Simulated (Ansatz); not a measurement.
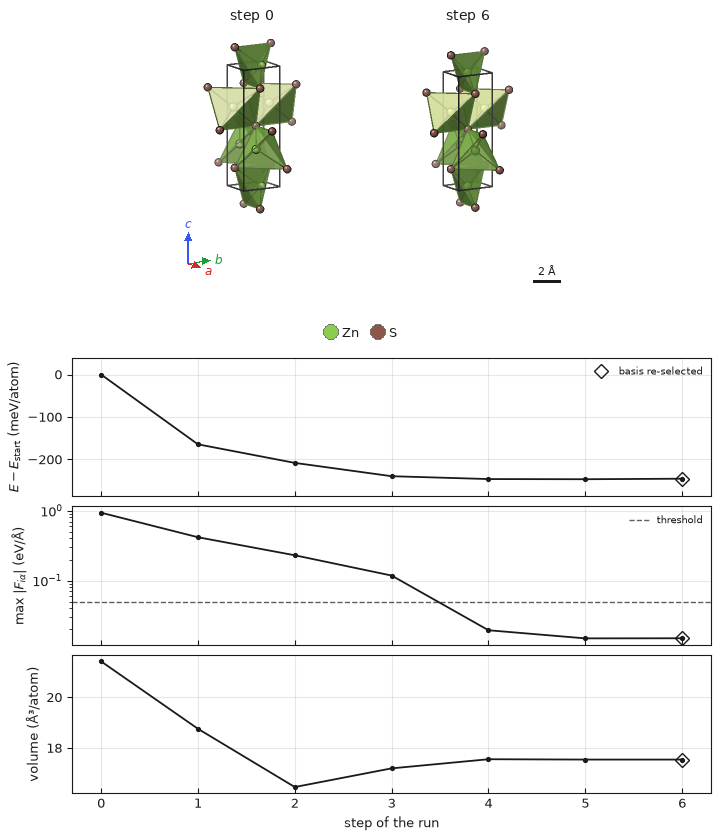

First and last geometry of a relaxation of a crystal of ZnS (a generated structure, set up in P3_221) (coarse preliminary run), with the history of the run. A polyhedral model of the cell of the calculation, seen slightly off an axis.

Case: Hg → Zn, Te → S on all its sites, cell and atoms relaxed.

All numbers below come from Ansatz, DFT PBE+D3(BJ), scalar-relativistic, plane waves, PAW. Set-up: plane-wave cutoff 420 eV; k-point mesh 6 × 6 × 2; occupations gaussian; smearing width 0.1 eV; no spin polarisation; cell and atoms relaxed; force threshold 0.05 eV/Å; at most 60 steps.

**Did the run converge, and what did it change?**

It converged. After 5 accepted moves (6 points after the start) the energy has fallen by 245 meV per atom. The largest force component goes from 0.94 to 0.015 eV/Å. The pressure goes from −11.21 to −0.03 GPa. At 1 point the geometry stayed and the basis and grid were re-selected for the new cell (energy shift of 1.2 meV per atom at most each time). The largest moves relative to the cell, 0.58 Å, are those of Zn atoms. Largest moves by element: Zn 0.58 Å, S 0.16 Å. The drawn cell changes as follows: a = b 4.031 → 3.756 Å (−6.8 %), c 9.132 → 8.613 Å (−5.7 %); the volume changes by −18.1 %. Among the contacts that change: S–Zn 2.786 → 2.360 Å, S–Zn 2.452 → 2.369 Å. Bond angles that change, for instance: S–Zn–S 165.5° → 132.6°, S–Zn–S 104.5° → 133.8°, Zn–S–Zn 105.3° → 133.7°. The space group stays P3_221 (No. 154).

| step | E − E(0), meV/atom | largest force component, eV/Å | pressure, GPa | volume, Å³/atom | note |
| --- | --- | --- | --- | --- | --- |
| 0 | 0.00 | 0.9359 | -11.21 | 21.414 |  |
| 1 | -164.42 | 0.4170 | -5.72 | 18.757 |  |
| 2 | -208.13 | 0.2300 | 4.50 | 16.460 |  |
| 3 | -239.49 | 0.1179 | 1.43 | 17.197 |  |
| 4 | -246.21 | 0.0194 | -0.18 | 17.556 |  |
| 5 | -246.60 | 0.0149 | -0.01 | 17.543 |  |
| 6 | -245.39 | 0.0149 | -0.03 | 17.543 | same geometry, new basis |
